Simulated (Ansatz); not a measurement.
## Single-point calculation of Zn3SnO

System: Zn3SnO (5 atoms in the cell).
Method: DFT PBE, scalar-relativistic, plane waves, PAW, no spin polarisation (Ansatz 0.2.0).

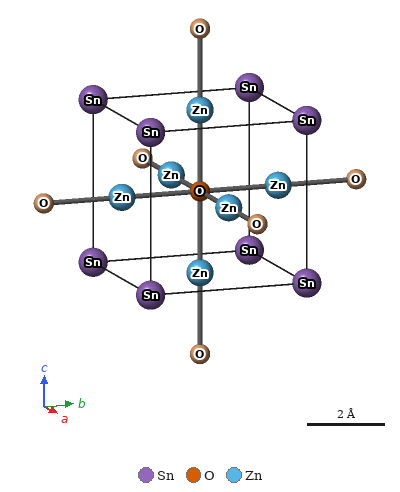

**Figure 1.** The input geometry (ball-and-stick view of the cell of the calculation, seen slightly off an axis; neighbours outside the cell are drawn fainter).

Key numbers:

- outcome: converged
- space group (tolerance 0.01 Å): Pm-3m (221)
- electrons treated: 56
- free energy: −16546.6760 eV
- Fermi energy: 10.314 eV
- gap on the k-point mesh: none (metallic)
- pressure: −0.01 GPa
- largest force (length of the vector): under 0.001 eV/Å
- hardware: 2 threads of Oxide Virtual Turin-like (Zen 5), 32 GiB of memory available, shared host
- wall time: 1.2 s (CPU time 1.9 s)
- peak memory: 0.41 GiB

Input:
```yaml
crystal:
  lattice:
    - [4.3617211768, 0.0, 0.0]
    - [0.0, 4.3617211768, 0.0]
    - [0.0, 0.0, 4.3617211768]
  atoms:
    - { symbol: Sn, position: [0.0, 0.0, 0.0] }
    - { symbol: O, position: [0.5, 0.5, 0.5] }
    - { symbol: Zn, position: [0.5, 0.5, 0.0] }
    - { symbol: Zn, position: [0.5, 0.0, 0.5] }
    - { symbol: Zn, position: [0.0, 0.5, 0.5] }
basis:
  ecutwfc: 420
kpoints:
  mp_grid: { grid: [4, 4, 4] }
hamiltonian:
  xc: pbe
scf:
  occupations: { method: gaussian, width: 0.05 }
output:
  forces: true
  stress: true
  eigenvalues: true
```

Run as:
```bash
ansatz run input.yaml --threads 2 --pin off --max-ram 6144MiB --backend cpu --events-out ev --progress --plain --runs-dir out
```

What the program printed:
```
Engine: ansatz 0.2.0, x86_64-unknown-linux-gnu
Pseudopotentials: kind: paw
Pseudopotential: Sn, paw, valence charge 14, recommended cutoff 420 eV (normal), Sn.paw.azcp
Pseudopotential: O, paw, valence charge 6, recommended cutoff 420 eV (normal), O.paw.azcp
Pseudopotential: Zn, paw, valence charge 12, recommended cutoff 420 eV (normal), Zn.paw.azcp
Functional definition: PBE
  parameter kappa = 0.804
  parameter beta = 0.06672455060314922
  exchange = pbe_x(kappa = kappa, mu = beta*pi^2/3)
  correlation = pbe_c(beta = beta)
Crystal: 5 atoms, lattice volume = 82.980 Å³
Basis set: ecut = 420 eV, 1647 PW (Γ), exchange–correlation on 60×60×60 points (8 copies of the dense FFT grid, shifted against one another)
Bands: 34, of which v1, the nominal top of the filled ones, is band 28 counted from 1 (27 counted from 0)
Symmetry: 48 space group operations
Space group: Pm-3m (ITA 221), of the structure as read, at distance tolerance 4.4e-5 Å
k-points: 10 of 64
Non-local potential: Sn, projectors of the file, l = 0: 2, l = 1: 2, l = 2: 2, l = 3: 2
Non-local potential: O, projectors of the file, l = 0: 2, l = 1: 2, l = 2: 1
Non-local potential: Zn, projectors of the file, l = 0: 2, l = 1: 2, l = 2: 3, l = 3: 1
PAW form: soft (Blöchl's): semilocal exchange-correlation on the pseudo side does not see the compensation charge
PAW one-centre angular grid: Sn, 590 points (default); XC on 64 Gauss nodes
PAW one-centre angular grid: O, 110 points (default); XC on 64 Gauss nodes
PAW one-centre angular grid: Zn, 590 points (default); XC on 64 Gauss nodes
Initial density: superposition of atomic densities (neutral atoms: chi_scale 0, normalization atom), corrected by the library's trained network
Initial wavefunctions: pseudopotential atomic-orbital guess
Functional: x = pbe(κ = 0.804, μ = 0.2195149727645171), c = pbe(β = 0.06672455060314922)
SCF iter   1: F=—  HF=-16546.676883 eV  |F-HF|=—  |Δ(HF+E_count)|=         —  Δρ=3.18e-3  dr2=7.45e-3  ethr=1.77e-3  ⟨swp⟩=7.1  Hψ=1617  notcnv=0  defer=1
preconditioner: auto → Resta (q_TF=auto, 2.555 Å⁻¹)  ε∞=6.7  [insulator: Δε(μ)=0.095 eV  Ē_g=12.795 eV  σ=0.050 eV  W_gap=0.74  n_scr=26 (ndim 8)  ℏωp=30.5 eV  f_vac=0.000  D(μ)=3.26/eV (n_scr^D=26)  ε∞_Penn≈6.7]
SCF iter   2: F=—  HF=-16546.675901 eV  |F-HF|=—  |Δ(HF+E_count)|=   9.82e-4  Δρ=1.34e-3  dr2=1.53e-3  ethr=1.33e-5  ⟨swp⟩=2.0  Hψ=450  notcnv=0  defer=1
SCF iter   3: F=—  HF=-16546.675995 eV  |F-HF|=—  |Δ(HF+E_count)|=   9.41e-5  Δρ=4.38e-4  dr2=1.55e-4  ethr=2.73e-6  ⟨swp⟩=2.0  Hψ=602  notcnv=0  defer=1
SCF iter   4: F=—  HF=-16546.675996 eV  |F-HF|=—  |Δ(HF+E_count)|=   6.42e-7  Δρ=2.37e-4  dr2=3.80e-5  ethr=2.77e-7  ⟨swp⟩=2.0  Hψ=592  notcnv=0  defer=2
SCF iter   5: F=—  HF=-16546.676001 eV  |F-HF|=—  |Δ(HF+E_count)|=   5.08e-6  Δρ=1.38e-4  dr2=9.84e-6  ethr=6.79e-8  ⟨swp⟩=2.0  Hψ=543  notcnv=0  defer=2
SCF iter   6: F=—  HF=-16546.675993 eV  |F-HF|=—  |Δ(HF+E_count)|=   8.18e-6  Δρ=3.48e-5  dr2=7.38e-7  ethr=1.76e-8  ⟨swp⟩=2.0  Hψ=547  notcnv=0  defer=2
SCF iter   7: F=-16546.675993 eV  HF=-16546.675993 eV  |F-HF|=1.89e-8  |Δ(HF+E_count)|=   1.87e-8  Δρ=6.95e-6  dr2=3.77e-8  ethr=1.79e-10  ⟨swp⟩=6.2  Hψ=1714  notcnv=0
SCF 1 converged in 7 iterations: F = -16546.675993 eV  dr2 = 3.77e-8
  greatest PAW one-centre occupation: 0.991 electrons in one spin orbital (limit 2), on the Sn atom at site 0 (counted from 0), in its partial waves of l = 2
```

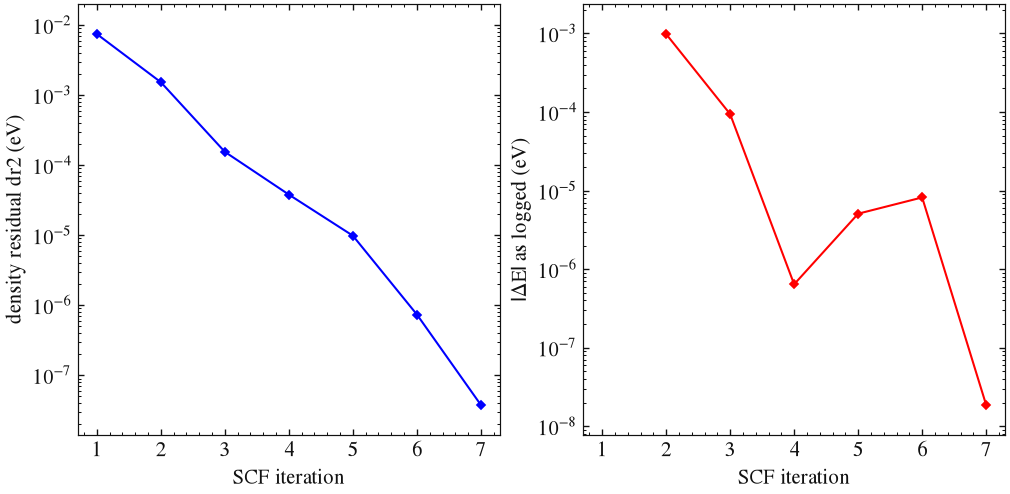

**Figure 2.** Convergence of the self-consistent field: density residual dr2 and size of the energy change against the SCF iteration. The residual falls at every step.

```
SCF converged after 7 iterations
Free energy (F): -16546.675993 eV
Harris-Foulkes:  -16546.675993 eV  (|F-HF|=1.89e-8)
Internal energy: -16546.671709 eV  (E = F + TS)
E sigma→0 (E₀):  -16546.673851 eV
Entropy (-TS):   -0.004284 eV (-0.857 meV/atom)
Fermi energy:    10.314143 eV
--- Per-component energies (eV) ---
  E_band       = 45.398862
  E_kinetic    = 752.098584
  E_local      = -5989.523697  (includes V_loc(G=0)·N_el)
  E_nonlocal   = 1862.601596
  E_hartree    = 2676.421130
  E_xc         = -864.682662
  E_vxc        = -341.954580  (∫ρ·V_xc dr)
  E_paw        = -9782.920514  (= ΣΔE_a)
  E_vpaw       = -1590.669173  (= ΣTr[D̂ρ^β])
  E_aug_tail   = 0.001250  (compensation charges beyond the density's cutoff)
  E_ewald      = -5200.667395
  E_smearing   = -0.004284  (= −TS)
  E_closure    = 0.000000  (closes the sum)
  Σ components = -16546.675993   (vs F -16546.675993, Δ=0.00e0)
--- Forces (eV/Å), atoms counted from 1 ---
  atom   1  Sn    -0.00000000    -0.00000000    -0.00000000
  atom   2  O      0.00000000    -0.00000000     0.00000000
  atom   3  Zn     0.00000000     0.00000000     0.00000000
  atom   4  Zn     0.00000000    -0.00000000    -0.00000000
  atom   5  Zn     0.00000000    -0.00000000     0.00000000
  max |Σ_I F_I| component: 4.31e-29 eV/Å
--- Stress (GPa, compression-positive) ---
       -0.007164       0.000000       0.000000
       -0.000000      -0.007164       0.000000
        0.000000       0.000000      -0.007164
  P = ⅓ Tr σ = -0.0072 GPa (-0.072 kbar)
--- Band table (eV; the first three rows and the last of 10) ---
  k-point 0: bands = ["-11.0091", "-11.0091", "-11.0071", "-11.0071", "-11.0071", "-9.0383", "0.6567", "2.7195", "2.7195", "2.7195", "2.7574", "2.7574", "3.0461", "3.0461", "3.0461", "3.2276", "3.2276", "3.2492", "3.3823", "3.3823", "3.3823", "3.8792", "4.7200", "4.7200", "4.7200", "9.8933", "9.8933", "9.8933", "9.9137", "9.9137", "10.3826", "16.1777", "16.1777", "16.1777"]
  k-point 1: bands = ["-11.0086", "-11.0086", "-11.0084", "-11.0069", "-11.0024", "-8.9911", "0.9276", "2.7114", "2.7381", "2.7381", "2.7445", "2.7686", "2.8319", "2.9879", "2.9879", "3.0212", "3.2017", "3.2065", "3.2065", "3.2297", "3.3823", "3.4056", "5.0585", "5.0585", "5.1687", "7.2717", "10.0759", "10.0759", "10.2437", "11.1108", "13.8439", "14.1389", "14.8251", "14.8251"]
  k-point 2: bands = ["-11.0100", "-11.0100", "-11.0078", "-11.0067", "-10.9958", "-8.9426", "1.2293", "2.4519", "2.6318", "2.7752", "2.8213", "2.8213", "2.8346", "2.8346", "2.9397", "2.9906", "3.1104", "3.1104", "3.1219", "3.1325", "3.2310", "3.3824", "5.2061", "5.3614", "5.3614", "6.3284", "10.2846", "10.2846", "10.8418", "12.4370", "12.6242", "13.8634", "13.8634", "15.4230"]
  k-point 9: bands = ["-11.0156", "-11.0156", "-11.0156", "-10.9886", "-10.9886", "-8.7627", "1.8542", "1.8542", "1.8542", "1.9318", "2.9076", "2.9076", "2.9076", "3.0513", "3.0513", "3.0513", "3.0888", "3.0888", "3.3096", "3.3096", "3.3096", "5.0798", "5.3283", "5.3283", "5.3283", "6.7363", "6.7363", "6.7363", "11.5071", "11.5071", "11.5071", "13.5184", "19.9694", "19.9694"]
```

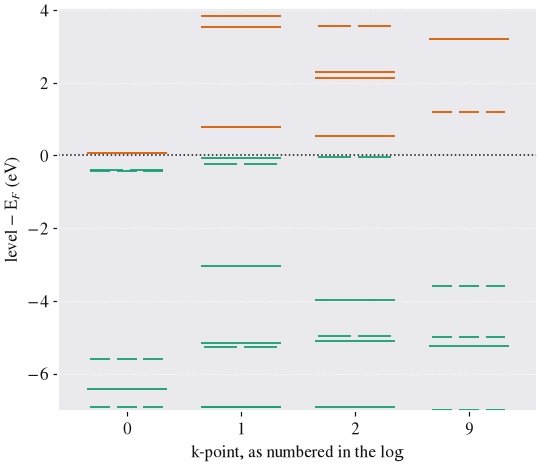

**Figure 3.** Kohn–Sham levels near the Fermi level (dotted) at the few k-points that the log prints; levels within 0.02 eV of each other stand side by side. The system is metallic on the full mesh.
